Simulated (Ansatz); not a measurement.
**TiC: densities and their changes**

Space group Fm-3m; the calculation finds a residual pressure of about 2 GPa at this fixed cell.

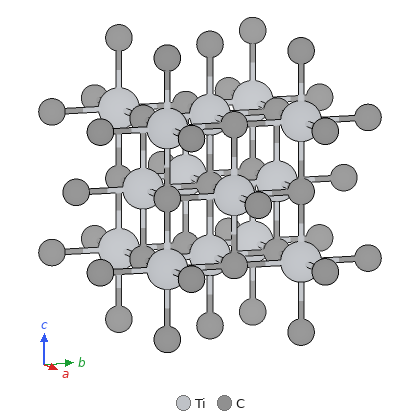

The conventional cell.

Input

```
crystal:
  lattice:
    - [0.0, 2.1593, 2.1593]
    - [2.1593, 0.0, 2.1593]
    - [2.1593, 2.1593, 0.0]
  atoms:
    - { symbol: Ti, position: [0.0, 0.0, 0.0] }
    - { symbol: C, position: [0.5, 0.5, 0.5] }
basis:
  ecutwfc: 500
  fft_grid_basis: typed
kpoints:
  mp_grid: { grid: [14, 14, 14] }
hamiltonian:
  xc: pbe
scf:
  occupations: { method: gaussian, width: 0.05 }
output:
  forces: true
  stress: true
  eigenvalues: true
  bader: true
  write_density: true
  volumetric_format: npy
  elf: true
```

Command:

```sh
ansatz run input.yaml --threads 1 --pin off --max-ram 2560MiB --backend cpu --events-out ev --progress --plain --runs-dir out
```

The picture shows the conventional cell (a = 4.32 Å, b = 4.32 Å, c = 4.32 Å, α = 90.00°, β = 90.00°, γ = 90.00°).

The calculation used Ansatz 0.2.0, DFT PBE, scalar-relativistic, plane waves, PAW.

Core electrons are frozen (PAW), so the maps are meaningful between the atoms, not at the nuclei.

## 1. Bonding charge

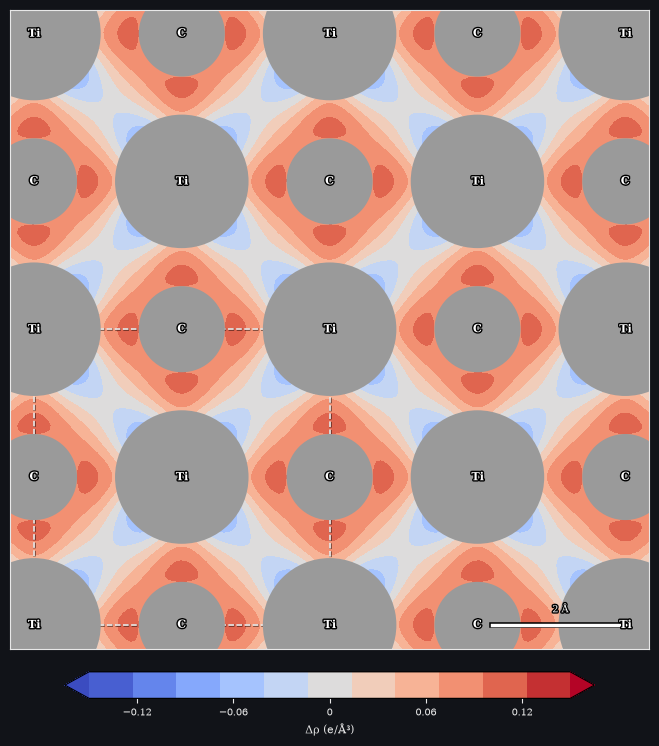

Deformation density (self-consistent density less superposed neutral spherical atoms): a map on the (001) plane of the conventional cell, with grey discs over the atomic cores. Cores are masked to 1.0 Å (Ti) and 0.6 Å (C).

Describe the bonding charge.

Answer. C–Ti (2.16 Å): Δρ is +0.08 e/Å³ at the midpoint (close to a masked core, so read it with care).
Ti–Ti (3.05 Å): Δρ is −0.011 e/Å³ at the midpoint.
Over the whole cell, outside the masked cores, the largest gain, 0.1 e/Å³, lies 0.7 Å from a carbon nucleus, and the largest loss lies at the edge of the masked core of Ti.
In all about 0.23 e an atom is rearranged against the free atoms.
Bader charges: Ti +1.69 and C −1.69 e.

## 2. States by energy

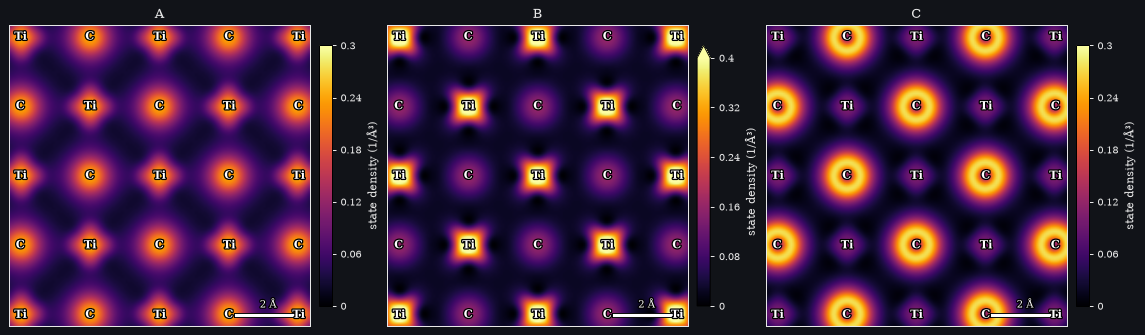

TiC: densities of the states in three energy windows, on the (001) plane of the conventional cell.

The windows, about the Fermi level, are −12.5 to −8.9 eV, −3.9 to −2.0 eV and 0.0 to +1.2 eV. Which panel shows which?

Answer. Panel A: −3.9 to −2.0 eV, the middle third of the occupied valence band, mainly C 2p (55 %) and Ti 3d (40 %).
Panel B: 0.0 to +1.2 eV, the empty states just over the Fermi level, mainly Ti 3d (70 %) and C 2p (30 %).
Panel C: −12.5 to −8.9 eV, a separate group of bands, mainly C 2s (65 %), Ti 3d (15 %) and Ti 4s (15 %).
The characters are Löwdin shares on a minimal set of atomic orbitals.

## 3. Change of volume

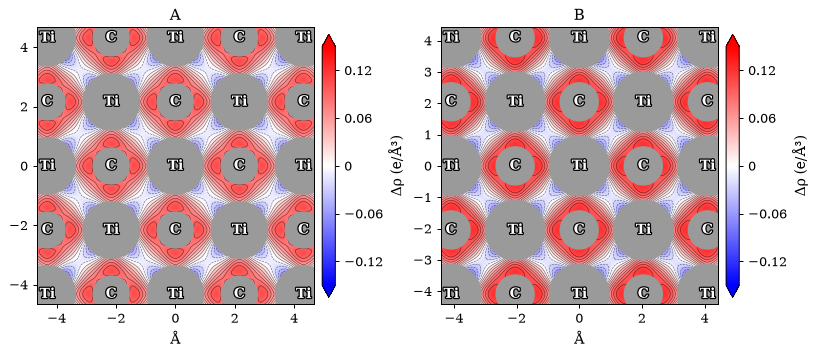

TiC: deformation density on the (010) plane of the conventional cell at two volumes, with the same fractional coordinates and one colour scale. Grey discs cover the cores.

How do the two volumes compare, and how does the bonding charge respond?

Answer. A is the larger cell: B has 85 % of the volume of A.
The pressure is 2 GPa in A and 61 GPa in B.
Bader charges in A: Ti +1.69 and C −1.69 e; in B: Ti +1.62 and C −1.62 e.
The rearranged charge is 0.23 e an atom in A and 0.23 e in B.

## 4. Another level of theory

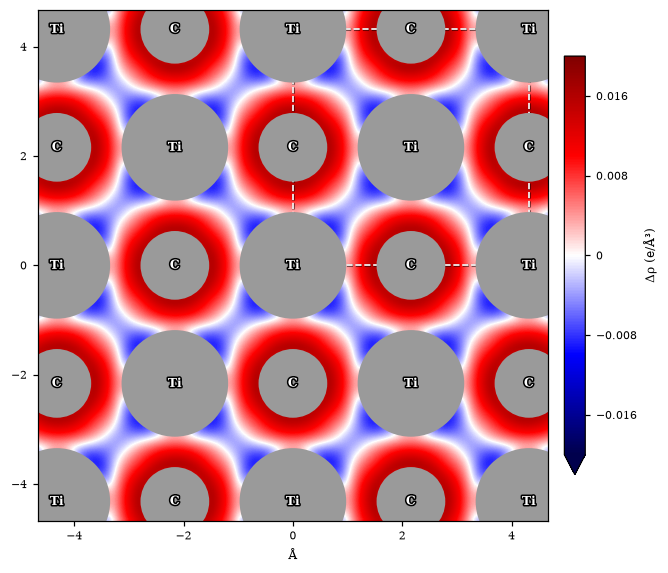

TiC: difference of two self-consistent densities at the same geometry, ρ(r2SCAN) − ρ(PBE), on the (001) plane of the conventional cell. Grey discs cover the cores, where the PAW densities can't be compared. Cores are masked to 1.0 Å (Ti) and 0.6 Å (C).

Both runs: Ansatz, scalar-relativistic, plane waves and PAW, same cutoff, k-points and PAW files (made with PBE).

How does the change of level move the electrons?

Answer. Against PBE, and outside the masked cores, the largest gain lies at the edge of the masked core of C, and the largest loss lies at the edge of the masked core of Ti.
- Bader charges are Ti +1.69 and C −1.69 e with PBE and Ti +1.79 and C −1.79 e with r2SCAN.
- At this volume the pressure is 2 GPa with PBE and 2 GPa with r2SCAN.

## 5. Putting it together

Charge passes from Ti (Pauling electronegativity 1.54) to C (2.55), the direction that the scale predicts. The two pressures give a mean stiffness −ΔP/Δln V of about 359 GPa over this range, with the atoms held at their fractional positions.

Run times: 10 s (base cell), 1.8 s (state densities), 11 s (scaled cell) and 12 s (r2SCAN), on 1 thread of Arm Neoverse V2 (shared host).
